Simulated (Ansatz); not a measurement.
## Run report: C$_{8}$N, geometry relaxation (part 4 of 4)

Continued. System: C$_{8}$N (slab, 9 atoms in the cell). Method: DFT PBEsol, scalar-relativistic, plane waves, PAW, spin-polarised (Ansatz 0.2.0); cutoff 420 eV, 12×12×1 k-mesh, Gaussian smearing of 0.05 eV, collinear spins. The structure derives from an entry of the Crystallography Open Database. The input holds or restrains some coordinates. Forces given for the steps count only the free coordinates. It belongs to a series of runs on one base structure; here: N over the place (0/4, 2/4) of the surface cell, its height relaxed.

Geometry of the input (Å; fractional positions):
```
2.4988  0.0000  0.0000
-1.2494  2.1640  0.0000
0.0000  0.0000  25.7639
C  0.3333  0.6667  0.3299
C  0.6667  0.3333  0.3502
C  0.6667  0.3333  0.4107
C  0.3333  0.6667  0.4310
C  0.3333  0.6667  0.5398
C  0.6667  0.3333  0.5404
C  0.6667  0.3333  0.6885
C  0.3333  0.6667  0.6885
N  0.3333  1.1667  0.7390
```

### Output, continued
```
--- Per-component energies (eV) ---
  E_band       = -280.789795
  E_kinetic    = 842.123851
  E_local      = -24472.914126  (includes V_loc(G=0)·N_el)
  E_nonlocal   = 263.857409
  E_hartree    = 11851.343248
  E_xc         = -437.768143
  E_vxc        = -546.044933  (∫ρ·V_xc dr)
  E_paw        = -882.534627  (= ΣΔE_a)
  E_vpaw       = -70.292499  (= ΣTr[D̂ρ^β])
  E_aug_tail   = 0.000132  (compensation charges beyond the density's cutoff)
  E_efield     = 0.001518  (sawtooth field / dipole correction)
  E_vefield    = -0.209592  (∫n·V_field dr)
  E_ewald      = 10493.369595
  E_core_change = 0.196903  (= ΣΔE_core)
  E_smearing   = -0.001291  (= −TS)
  E_closure    = -0.000000  (closes the sum)
  Σ components = -2342.325532   (vs F -2342.325532, Δ=0.00e0)
--- Forces (eV/Å), atoms counted from 1 ---
  atom   1  C      0.00003732     0.00002155     4.00288818
  atom   2  C     -0.00007986    -0.00004610    -5.60497773
  atom   3  C     -0.00006265    -0.00003617     5.49736583
  atom   4  C      0.00020325     0.00011735    -3.96707248
  atom   5  C     -0.00004537    -0.00002619     0.06545925
  atom   6  C      0.00166369     0.00096053     0.01924007
  atom   7  C     -1.01678781    -0.58704271     0.63557220
  atom   8  C     -0.69146057    -0.39921495    -0.65017796
  atom   9  N      1.70653110     0.98526619     0.00170992
  max |Σ_I F_I| component: 7.26e-6 eV/Å
--- Band table (eV; the first three rows and the last of 86) ---
  k-point 0 ↑: bands = ["-21.0388", "-19.3511", "-18.1830", "-16.1077", "-13.4187", "-9.0746", "-6.4650", "-5.6327", "-3.7260", "-3.3225", "-2.0149", "-2.0148", "-1.7190", "-0.8627", "-0.8627", "0.8565", "0.8565", "2.3515", "2.5868", "2.7615", "3.1142", "6.3379", "6.5660", "7.6835", "7.7854", "7.7854", "7.9887", "8.0504", "8.7361"]
  k-point 1 ↑: bands = ["-20.8754", "-19.1791", "-18.0225", "-15.9446", "-13.2786", "-8.9183", "-6.2832", "-5.5008", "-4.4309", "-3.6480", "-2.6585", "-2.3425", "-1.7409", "-1.5690", "-1.2073", "0.1484", "0.5282", "2.1856", "2.5725", "2.6901", "3.0632", "6.6012", "6.7649", "7.7486", "7.9467", "8.2093", "8.2776", "8.3810", "9.0328"]
  k-point 2 ↑: bands = ["-20.3882", "-18.6653", "-17.5427", "-15.4568", "-12.8781", "-8.4666", "-6.1366", "-5.7485", "-5.0973", "-4.4176", "-4.2730", "-3.6900", "-3.1107", "-2.0012", "-1.7980", "-0.9636", "-0.2338", "1.3553", "1.9778", "2.6198", "3.4382", "7.1706", "7.2741", "7.7519", "8.3936", "8.6441", "8.9766", "9.0467", "9.4274"]
  k-point 42 ↓: bands = ["-16.6770", "-14.1509", "-13.4994", "-13.0483", "-12.2377", "-11.9581", "-11.0131", "-9.6347", "-9.5529", "-6.9256", "-5.2738", "-5.2719", "-4.2021", "-4.1243", "-2.3918", "-1.5432", "-1.3590", "-0.3992", "1.6564", "2.2325", "2.8021", "3.0654", "4.3370", "6.7767", "7.9650", "8.5395", "9.1396", "9.3588", "10.9414"]
--- Relaxed structure (6 steps of the walk, 6 accepted, 0 SCFs on fresh bases) ---
  F+E_penalty+E_count = -2342.32553150 eV   max|allowed force component| = 1.710e-3 eV/Å
  atoms:
    - { symbol: C, position: [0.3333333332999999, 0.6666666666499999, 0.3299194014999999] }
    - { symbol: C, position: [0.6666666666999999, 0.3333333333499999, 0.3502041955999999] }
    - { symbol: C, position: [0.6666666666999999, 0.3333333333499999, 0.4106688375999999] }
    - { symbol: C, position: [0.3333333332999999, 0.6666666666499999, 0.43095363179999985] }
    - { symbol: C, position: [0.3333333332999999, 0.6666666666499999, 0.5397810203999999] }
    - { symbol: C, position: [0.6666666666999999, 0.3333333333499999, 0.5403661501999998] }
    - { symbol: C, position: [0.6666666666999999, 0.3333333333499999, 0.6885463835999998] }
    - { symbol: C, position: [0.3333333332999999, 0.6666666666499999, 0.6885498351999999] }
    - { symbol: N, position: [0.33333333329999987, 1.1666666666499999, 0.7455558999148382] }
--- Löwdin populations: 9 sites ---
  site symbol       q [e]    m [muB]
     0      C      3.9459    -0.6603
     1      C      4.0004     0.1038
     2      C      4.0007    -0.1042
     3      C      3.9770     0.6117
     4      C      3.9622    -0.0381
     5      C      3.9688     0.0744
     6      C      3.8697     0.0025
     7      C      3.8330    -0.0025
     8      N      5.1605     0.0994
  spilling = 0.007615 (of n_electrons = 37.000000)
```

### File populations.tsv
```
# site	symbol	l	j	q_up	q_dn
# orbitals = lowdin
# n_electrons = 37.000000
# spilling = 0.007615
0	C	0_2S	-	0.484128	0.581407
0	C	1_2P	-	1.158639	1.721690
1	C	0_2S	-	0.489668	0.469628
1	C	1_2P	-	1.562470	1.478673
2	C	0_2S	-	0.469373	0.490097
2	C	1_2P	-	1.478871	1.562338
3	C	0_2S	-	0.579292	0.488673
3	C	1_2P	-	1.715042	1.194001
4	C	0_2S	-	0.459097	0.461505
4	C	1_2P	-	1.502965	1.538649
5	C	0_2S	-	0.460874	0.457234
5	C	1_2P	-	1.560772	1.489967
6	C	0_2S	-	0.447954	0.447106
6	C	1_2P	-	1.488158	1.486457
7	C	0_2S	-	0.453802	0.453865
7	C	1_2P	-	1.461453	1.463892
8	N	0_2S	-	0.936690	0.934921
8	N	1_2P	-	1.693277	1.595635
```

### Trajectory as extended XYZ (Å, eV, eV/Å), 6 frames, from step=1 to step=6
```
9
Lattice="2.4988 0.0000 0.0000 -1.2494 2.1640 0.0000 0.0000 0.0000 25.7639" Properties=species:S:1:pos:R:3:forces:R:3 step=1 energy=-2342.10649
C     0.0000    1.4427    8.5000    0.0000   0.0000   3.9996
C     1.2494    0.7213    9.0226   -0.0001  -0.0001  -5.6041
C     1.2494    0.7213   10.5804   -0.0001   0.0000   5.4981
C     0.0000    1.4427   11.1030    0.0003   0.0002  -3.9611
C     0.0000    1.4427   13.9068   -0.0008  -0.0005   0.0581
C     1.2494    0.7213   13.9219    0.0022   0.0012   0.0190
C     1.2494    0.7213   17.7396   -0.3135  -0.1810  -0.8776
C     0.0000    1.4427   17.7397   -1.3874  -0.8010  -1.6847
N    -0.6247    2.5247   19.0397    1.6994   0.9812   2.5527
9
Lattice="2.4988 0.0000 0.0000 -1.2494 2.1640 0.0000 0.0000 0.0000 25.7639" Properties=species:S:1:pos:R:3:forces:R:3 step=2 energy=-2342.20716
C     0.0000    1.4427    8.5000    0.0001   0.0000   4.0001
C     1.2494    0.7213    9.0226   -0.0001  -0.0001  -5.6032
C     1.2494    0.7213   10.5804   -0.0001  -0.0001   5.4973
C     0.0000    1.4427   11.1030    0.0003   0.0002  -3.9613
C     0.0000    1.4427   13.9068   -0.0003  -0.0002   0.0587
C     1.2494    0.7213   13.9219    0.0018   0.0011   0.0192
C     1.2494    0.7213   17.7396   -0.5839  -0.3371  -0.5895
C     0.0000    1.4427   17.7397   -1.1770  -0.6796  -1.5147
N    -0.6247    2.5247   19.0811    1.7592   1.0157   2.0939
9
Lattice="2.4988 0.0000 0.0000 -1.2494 2.1640 0.0000 0.0000 0.0000 25.7639" Properties=species:S:1:pos:R:3:forces:R:3 step=3 energy=-2342.29765
C     0.0000    1.4427    8.5000    0.0000   0.0000   4.0056
C     1.2494    0.7213    9.0226   -0.0001   0.0000  -5.6067
C     1.2494    0.7213   10.5804   -0.0001   0.0000   5.4978
C     0.0000    1.4427   11.1030    0.0002   0.0001  -3.9704
C     0.0000    1.4427   13.9068    0.0003   0.0001   0.0711
C     1.2494    0.7213   13.9219    0.0014   0.0008   0.0213
C     1.2494    0.7213   17.7396   -1.1126  -0.6424   1.0527
C     0.0000    1.4427   17.7397   -0.5063  -0.2923  -0.3277
N    -0.6247    2.5247   19.2762    1.6173   0.9337  -0.7413
9
Lattice="2.4988 0.0000 0.0000 -1.2494 2.1640 0.0000 0.0000 0.0000 25.7639" Properties=species:S:1:pos:R:3:forces:R:3 step=4 energy=-2342.32550
C     0.0000    1.4427    8.5000    0.0000   0.0000   4.0039
C     1.2494    0.7213    9.0226   -0.0001   0.0000  -5.6058
C     1.2494    0.7213   10.5804   -0.0001   0.0000   5.4975
C     0.0000    1.4427   11.1030    0.0002   0.0001  -3.9667
C     0.0000    1.4427   13.9068    0.0000   0.0000   0.0653
C     1.2494    0.7213   13.9219    0.0017   0.0010   0.0193
C     1.2494    0.7213   17.7396   -1.0232  -0.5907   0.6522
C     0.0000    1.4427   17.7397   -0.6831  -0.3944  -0.6364
N    -0.6247    2.5247   19.2108    1.7045   0.9841  -0.0286
9
Lattice="2.4988 0.0000 0.0000 -1.2494 2.1640 0.0000 0.0000 0.0000 25.7639" Properties=species:S:1:pos:R:3:forces:R:3 step=5 energy=-2342.32550
C     0.0000    1.4427    8.5000    0.0000   0.0000   4.0030
C     1.2494    0.7213    9.0226   -0.0001   0.0000  -5.6050
C     1.2494    0.7213   10.5804   -0.0001   0.0000   5.4973
C     0.0000    1.4427   11.1030    0.0002   0.0001  -3.9672
C     0.0000    1.4427   13.9068    0.0000   0.0000   0.0656
C     1.2494    0.7213   13.9219    0.0017   0.0010   0.0192
C     1.2494    0.7213   17.7396   -1.0231  -0.5907   0.6522
C     0.0000    1.4427   17.7397   -0.6831  -0.3944  -0.6364
N    -0.6247    2.5247   19.2108    1.7045   0.9841  -0.0288
9
Lattice="2.4988 0.0000 0.0000 -1.2494 2.1640 0.0000 0.0000 0.0000 25.7639" Properties=species:S:1:pos:R:3:forces:R:3 step=6 energy=-2342.32553
C     0.0000    1.4427    8.5000    0.0000   0.0000   4.0029
C     1.2494    0.7213    9.0226   -0.0001   0.0000  -5.6050
C     1.2494    0.7213   10.5804   -0.0001   0.0000   5.4974
C     0.0000    1.4427   11.1030    0.0002   0.0001  -3.9671
C     0.0000    1.4427   13.9068    0.0000   0.0000   0.0655
C     1.2494    0.7213   13.9219    0.0017   0.0010   0.0192
C     1.2494    0.7213   17.7396   -1.0168  -0.5870   0.6356
C     0.0000    1.4427   17.7397   -0.6915  -0.3992  -0.6502
N    -0.6247    2.5247   19.2084    1.7065   0.9853   0.0017
```

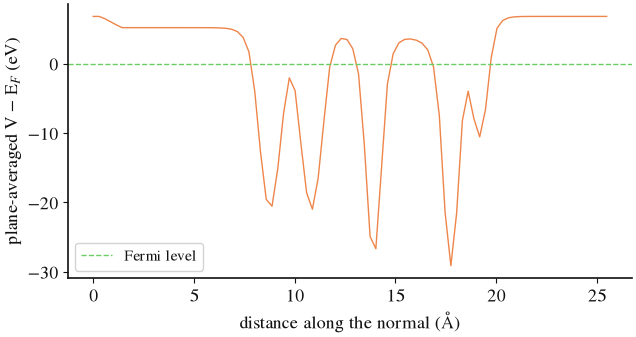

Fig. 1: Plane average of the electrostatic potential energy of an electron across the cell, from the Fermi level. The vacuum level lies 6.80 eV above the Fermi level on the upper side and 5.19 eV on the lower.

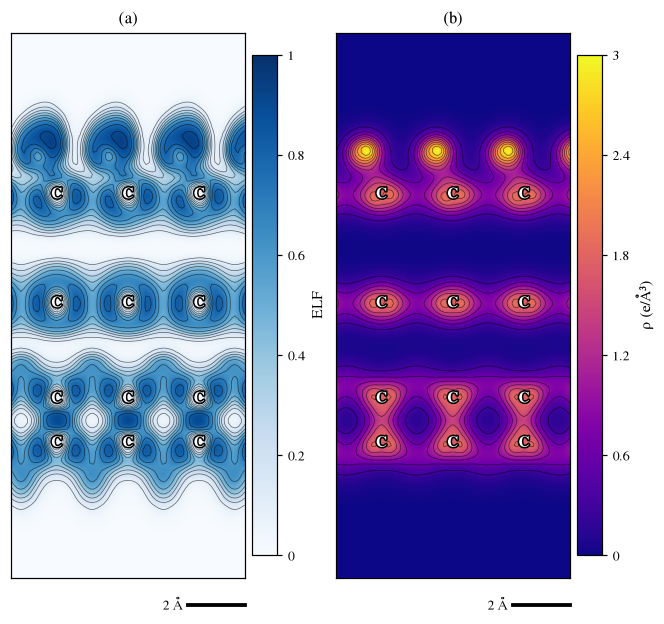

Fig. 2: (a) electron localisation function; (b) valence charge density (pseudo) on the (010) plane of the calculation cell, a cut from vacuum to vacuum. The density dies away to nearly zero in the vacuum. Core electrons are frozen (PAW), so the fields are smoothed inside the atomic spheres.

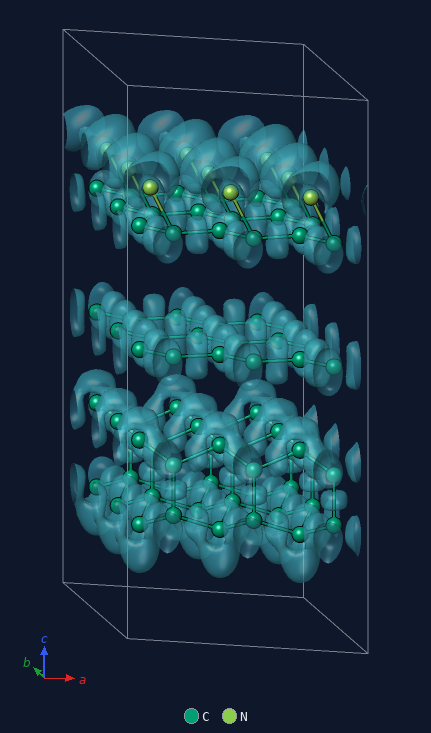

Fig. 3: Isosurface of the electron localisation function at 0.75 (cyan), seen slightly off an axis. Only the valence region is drawn (cores and ρ < 0.01 e/Å³ removed). Sticks mark near contacts. Values along the shortest contacts: C–C (1.44 Å): the ELF peaks at about 0.95 between the atoms (a shared electron pair).

### Key numbers

- outcome: converged under the restraints of the input
- electrons treated: 37
- free energy: −2342.3255 eV
- work function, top face: 6.80 eV
- work function, bottom face: 5.19 eV
- Fermi energy: 1.352 eV
- gap on the k-point mesh: none (metallic)
- net moment of the cell: 0.09 μB
- integrated absolute moment: 1.46 μB
- final volume: 139.32 Å³
- work function (upper face): 6.80 eV
- largest force (length of the vector) at the end, held atoms and coordinates included: 5.605 eV/Å
- wall time: 79 s (CPU time 2.6 min)
- peak memory: 0.62 GiB

Notes on the run: the exchange-correlation potential is rough where the density is thin.
